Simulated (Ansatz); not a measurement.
# Cu/BN/Zn: conductance against the thickness of the layer, part 4 of 7

Wanted: T(E), the conductance and its decay constant for Cu/BN/Zn. The lower electrode is Cu fcc(111), the upper one Zn hcp(0001); the barrier is BN zinc blende(111) (whole bilayers). In the first transport cell, after relaxation, the nearest pair of electrode and barrier is Cu–N at 2.00 Å, along the normal, at the lower face and Zn–B at 2.70 Å, at a slant, too long for a bond, at the upper one. A gap without bonds adds to the barrier. All share a net of side 2.567 Å, which strains the lower electrode by +0.0 %, the upper one by -3.5 % and the barrier by +0.0 %, against typed lattice constants near PBE's. The first steps treat the bulk electrodes alone.

Ansatz 0.2.0; PBE DFT, plane waves, PAW files (the session's first sound run).

So far. Step 4 (Relaxing the interfaces): The largest force component on a free atom ends at 0.0080 eV/Å. The work functions of the outer faces are 4.80 and 4.00 eV.

## Step 5: The open system: T(E)

This step: PBE DFT, plane waves, PAW files; ballistic transmission by layer matching between semi-infinite leads (Ansatz 0.2.0).

System of this step: Cu/BN/Zn. The cell holds 27 atoms: 8 Cu, 4 N, 4 B and 11 Zn. Cell: a = 2.567 Å, b = 2.567 Å, c = 65.617 Å, α = 90.0°, β = 90.0°, γ = 120.0°. Regions: left electrode, 8 atoms (8 Cu); barrier, 8 atoms (4 N and 4 B); right electrode, 11 atoms (11 Zn). Vacuum lies along c.

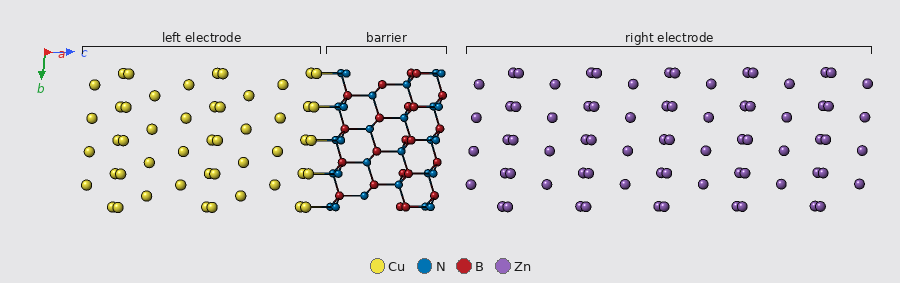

The cell of this step (copper yellow, nitrogen blue, boron red, zinc purple). 1×4×1 cells are drawn. Some periodic images of atoms are drawn too.

The relaxed core is set between ideal electrode layers (this cell holds 8 atomic planes between the electrodes; where that differs from the relaxed slab, whole periods were copied in or cut out without a new relaxation), which the solver continues as semi-infinite leads. A wide energy window on a coarse mesh (18×18) shows where the Fermi level lies against the barrier's bands; the projected density of states shows how far the metals' states reach in.

Contents of input.yaml:

```yaml
crystal:
  lattice:
    - [2.567, 0.0, 0.0]
    - [-1.2835, 2.2230872115, 0.0]
    - [0.0, 0.0, 65.6166489675]
  atoms:
    - { symbol: Cu, position: [0.66666667, 0.33333333, 0.1066802421] }
    - { symbol: Cu, position: [0.0, 0.0, 0.1386024413] }
    - { symbol: Cu, position: [0.33333333, 0.66666667, 0.1705246405] }
    - { symbol: Cu, position: [0.66666667, 0.33333333, 0.2024468396] }
    - { symbol: Cu, position: [0.0, 0.0, 0.2343690388] }
    - { symbol: Cu, position: [0.33333333, 0.66666667, 0.2662912379] }
    - { symbol: Cu, position: [0.66666667, 0.33333333, 0.2982134371] }
    - { symbol: Cu, position: [0.0, 0.0, 0.3297232013] }
    - { symbol: "N", position: [0.0, 0.0, 0.360196608] }
    - { symbol: B, position: [0.33333333, 0.66666667, 0.3667753576] }
    - { symbol: "N", position: [0.33333333, 0.66666667, 0.392148971] }
    - { symbol: B, position: [0.66666667, 0.33333333, 0.3993012918] }
    - { symbol: "N", position: [0.66666667, 0.33333333, 0.4243647849] }
    - { symbol: B, position: [0.0, 0.0, 0.4315221851] }
    - { symbol: "N", position: [0.0, 0.0, 0.4568518511] }
    - { symbol: B, position: [0.33333333, 0.66666667, 0.4634983277] }
    - { symbol: Zn, position: [0.66666667, 0.33333333, 0.4978869242] }
    - { symbol: Zn, position: [0.0, 0.0, 0.5353911694] }
    - { symbol: Zn, position: [0.66666667, 0.33333333, 0.5751610126] }
    - { symbol: Zn, position: [0.0, 0.0, 0.6149308557] }
    - { symbol: Zn, position: [0.66666667, 0.33333333, 0.6547006989] }
    - { symbol: Zn, position: [0.0, 0.0, 0.6944705421] }
    - { symbol: Zn, position: [0.66666667, 0.33333333, 0.7342403852] }
    - { symbol: Zn, position: [0.0, 0.0, 0.7740102284] }
    - { symbol: Zn, position: [0.66666667, 0.33333333, 0.8137800715] }
    - { symbol: Zn, position: [0.0, 0.0, 0.8535499147] }
    - { symbol: Zn, position: [0.66666667, 0.33333333, 0.8933197579] }
kpoints:
  mp_grid: { grid: [12, 12, 1] }
scf:
  occupations: { method: fermi_dirac, width: 0.1 }
  max_iter: 150
hamiltonian:
  xc: pbe
output:
  transmission:
    kmesh: [18, 18]
    e_range: [-2.5, 2.5]
    de: 0.1
    leads: [[3, 4], [21, 23]]
  dos: { projected: true, e_range: [-6, 5], de: 0.05 }
  write_potential: true
  write_density: true
  volumetric_format: npy
  elf: true
```

On the command line:

```bash
$ ansatz run input.yaml --threads 4 --pin off --max-ram 18432MiB --backend cpu --events-out ev --progress --plain --runs-dir out
```

Numbers of over 12 decimals in the logs are rounded to 6 here.

The log of the run:

```text
[...]
Crystal: 27 atoms, lattice volume = 374.452 Å³
Basis set: ecut = 420 eV, 7473 PW (Γ)
Bands: 190, of which v1, the nominal top of the filled ones, is band 158 counted from 1 (157 counted from 0)
Symmetry: 6 space group operations
[...]
k-points: 19 of 144 (time reversal used)
[...]
SCF iter   1: F=—  HF=-91677.066444 eV  |F-HF|=—  |Δ(HF+E_count)|=         —  Δρ=8.41e-3  dr2=1.13e1  ethr=1.77e-3  ⟨swp⟩=7.7  Hψ=15980  notcnv=0  defer=156
[...]
SCF iter  13: F=-91676.846650 eV  HF=-91676.846650 eV  |F-HF|=1.68e-8  |Δ(HF+E_count)|=   2.63e-9  Δρ=1.76e-6  dr2=2.03e-8  ethr=3.16e-11  ⟨swp⟩=15.3  Hψ=16423  notcnv=0
SCF 1 converged in 13 iterations: F = -91676.846650 eV  dr2 = 2.03e-8
[...]
transmission: 207 of 2035 steps passed
transmission: 407 of 2035 steps passed
[...]
transmission: 2035 of 2035 steps passed
WARN: The output density's exchange-correlation potential varies sharply where the density is thin. Do not read a vacuum level from v_tot or v_xc, or from such a field of the output density. On a cell that repeats whose density bears no net charge and no dipole along the vacuum's axis use v_es (v_loc + v_h of the components); under efield.dipole_correction with no amplitude use v_es + v_field, which holds any externa [...]
SCF converged after 13 iterations
Free energy (F): -91676.846650 eV
[...]
Internal energy: -91676.674041 eV  (E = F + TS)
E sigma→0 (E₀):  -91676.760345 eV
Entropy (-TS):   -0.172609 eV (-6.393 meV/atom)
Fermi energy:    9.919769 eV
[...]
--- Band table (eV; the first three rows and the last of 19) ---
  k-point 0: bands = [... 154 lower, 8.1791, 8.1791, 8.2808, 8.2808, 8.3415, 8.3415, 8.4248, 8.7560, ... 28 higher]
  k-point 1: bands = [... 154 lower, 8.0660, 8.1623, 8.2681, 8.2746, 8.3450, 8.5902, 8.7517, 8.8792, ... 28 higher]
  k-point 2: bands = [... 154 lower, 8.1280, 8.2120, 8.2626, 8.3537, 8.4610, 8.6526, 8.6639, 9.2165, ... 28 higher]
  k-point 18: bands = [... 154 lower, 11.1846, 11.3237, 11.3916, 11.4295, 11.7762, 11.8315, 12.3013, 12.6192, ... 28 higher]
--- Transmission ---
  basis      : 55 plane waves across, 55 finite elements along
  points     : 37, standing for a mesh of 18 x 18
  energies   : 51 from -2.500000 to 2.500000 eV about the Fermi level, 0.100000 eV apart; the leads are filled to 0.000000 eV, and channels, transmission and decay are at 0.000000 eV
  crystal 0  : Cu1, at the sites [3, 4], period 2.0946 Å, over 14.66 Å; its Hamiltonian steps by up to 25.2 meV: too much for a lead, lay more layers or, if its atoms are ordered, name the step of that order
    offset         : up to 0.0000 Å between an atom of the period and one for which it stands
    channels       : 8.055556e-1 a spin
    conductance    : none, the energies end too early or step too widely for 300 K: set another output.transmission.e_range or a lower de, or, where they end at an eighth of basis.ecutwfc, a higher one
    slowest decay  : 0.0845 /Å at (0.4444, 0.1111)
  crystal 1  : Zn2, at the sites [21, 23], period 5.2191 Å, over 26.10 Å; its Hamiltonian steps by up to 42.5 meV: too much for a lead, lay more layers or, if its atoms are ordered, name the step of that order
[...]
channels       : 5.401235e-1 a spin
[...]
slowest decay  : 0.0451 /Å at (0.3889, 0.2222)
  junction   : crystal 0 to crystal 1, 13.63 to 43.57 Å
    transmission   : 1.021769e-2 a spin
[...]
```

It took 3 min on 4 threads of Arm Neoverse V1, shared host; peak memory 2.6 GiB; 12 min of CPU time.

Reading the cycles: dr2 is the Hartree energy of the density residual (eV), the measure of convergence; HF is the Harris–Foulkes estimate of the energy, which meets the free energy F at convergence.

Numbers from this step:

```yaml
free_energy: -91676.8466 eV
fermi_energy: 9.920 eV
level_to_which_the_leads_are_filled: 0 eV from the Fermi level
transmission_at_the_fermi_level_a_spin_zone_mean: 0.01022
channels_of_the_lower_lead: 0.8056
channels_of_the_upper_lead: 0.5401
potential_step_in_the_lower_lead: 25.2 meV
potential_step_in_the_upper_lead: 42.5 meV
```

One spin. The transmission, zone mean by energy, zero at the Fermi level:

```csv
energy (eV),"transmission, zone mean"
-2.50,0.107
-2.20,0.0938
-2.00,0.126
-1.90,0.114
-1.60,0.0756
-1.40,0.0971
-1.30,0.0699
-1.00,0.0511
-0.70,0.0477
-0.40,0.0220
-0.10,0.0129
0.00,0.0102
0.10,0.00788
0.40,0.00429
0.70,0.00252
1.00,0.00135
1.30,9.2e-4
1.60,7.5e-4
1.90,0.00110
2.20,7.6e-4
2.50,0.00110
```

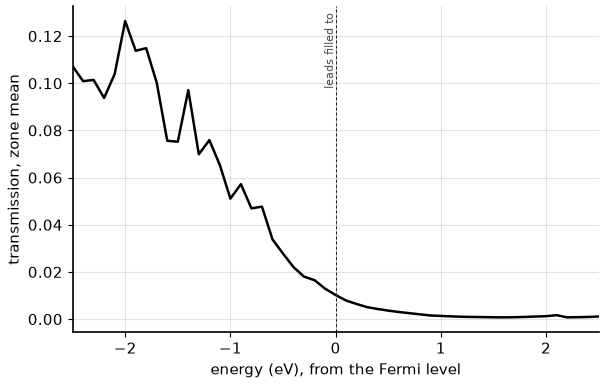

Transmission, zone mean against energy.

One spin. Table of open channels, zone mean by energy, zero at the Fermi level:

```csv
energy (eV),lower lead,upper lead
-2.500,1.49,0.679
-2.000,1.61,0.772
-1.500,0.948,0.762
-1.000,0.623,0.633
-0.500,0.694,0.744
0.000,0.806,0.540
0.500,0.787,0.596
1.000,0.843,0.744
1.500,0.815,0.898
2.000,0.815,1.10
2.500,0.741,1.15
```

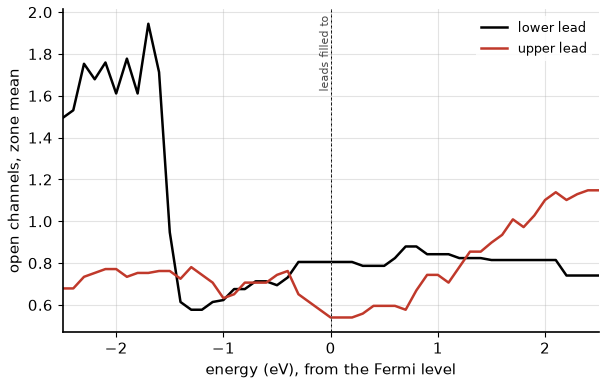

Open channels, zone mean against energy.

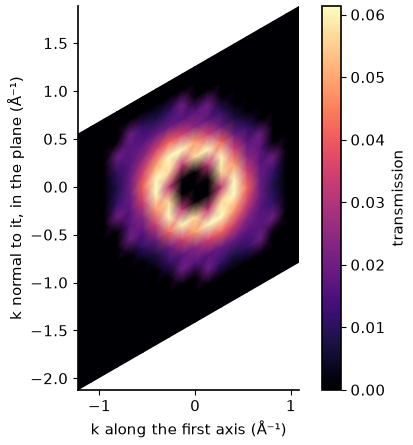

Transmission over k1 and k2. At 0.0000 eV from the Fermi level.

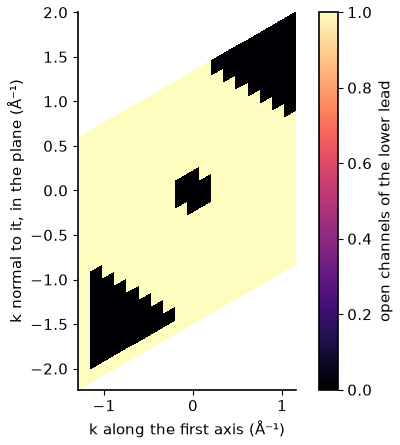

Open channels of the lower lead over k1 and k2. At 0.0000 eV from the Fermi level.

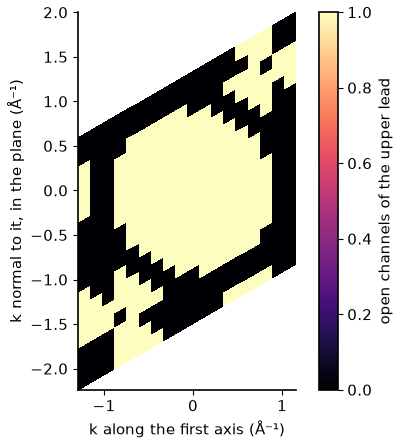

Open channels of the upper lead over k1 and k2. At 0.0000 eV from the Fermi level.

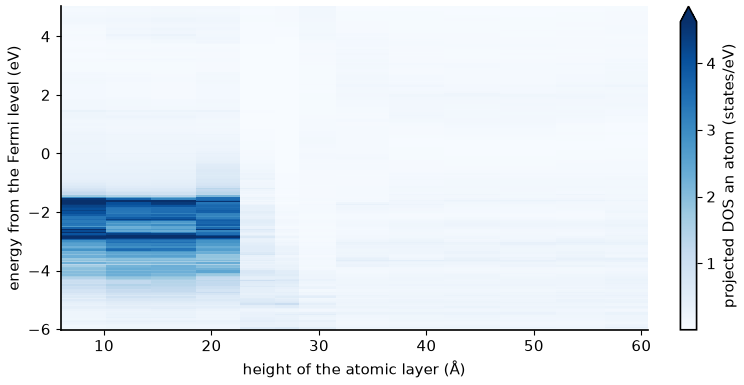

Projected DOS an atom over height of the atomic layer and energy from the Fermi level. Layers: Cu Cu Cu Cu Cu Cu Cu Cu BN N B N B BN Zn Zn Zn Zn Zn Zn Zn Zn Zn Zn Zn; projections on atoms miss part of the total, and the computed bands can run out at the top of the range; a column is the mean of 2 neighbouring layers, the last of those left over.

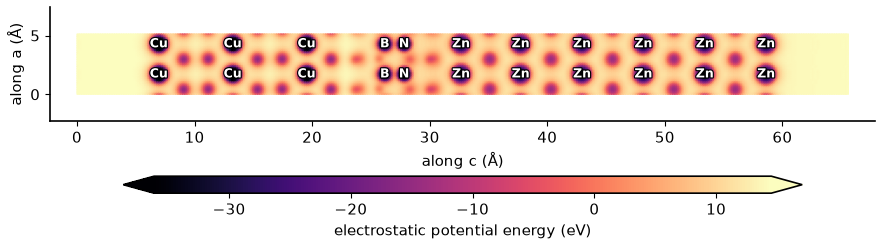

Electrostatic potential energy in the ca plane at fractional y = 0.333, with atoms of Cu and B and N and Zn within 0.2 Å of it. With pseudopotentials it is smooth inside the atoms' cores, unlike the true potential.

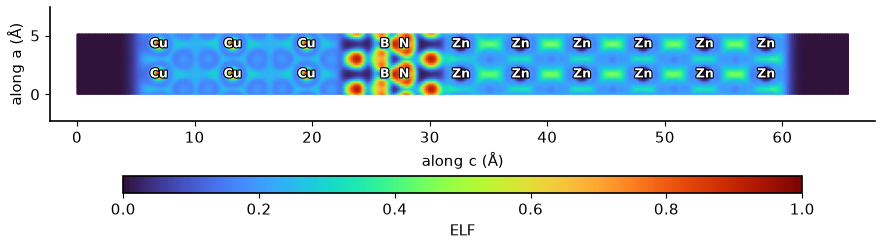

ELF in the ca plane at fractional y = 0.333, with atoms of Cu and B and N and Zn within 0.2 Å of it. It is the smooth field of the valence electrons, not physical close to the nuclei.

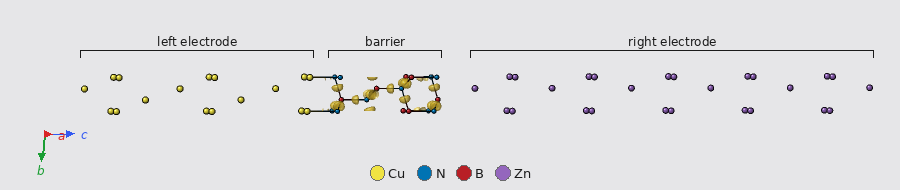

Surface of ELF = 0.85.

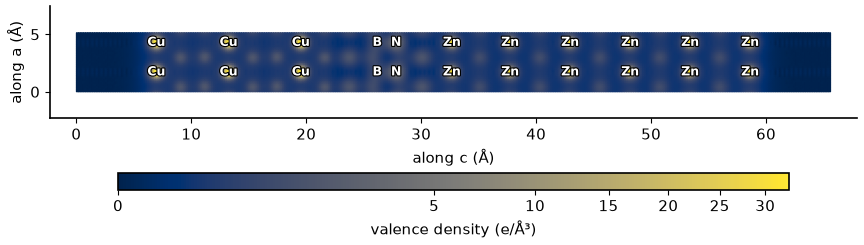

Valence density in the ca plane at fractional y = 0.333, with atoms of Cu and B and N and Zn within 0.2 Å of it. It is the smooth field of the valence electrons, not physical close to the nuclei. The colour scale is stretched toward low values.

At the Fermi level the transmission is 0.010, as a zone mean for one spin on this coarse mesh. At the Fermi level the layers of this cell's barrier hold from 0.0076 to 0.16 states an eV and atom. In the worse lead the potential repeats within 42 meV, which the program flags as too much for a lead, so G carries that doubt.

[end of part 4 of 7]

[Logs are printed without paths, hosts, clocks, repeated set-up lines and the standing remarks that a program may print on its own settings, such as how far it seeks lower states.]

[Hosts, paths, dates, database ids (printed as entryN), source tags and the programs' standing remarks are cut or masked in the printed files.]
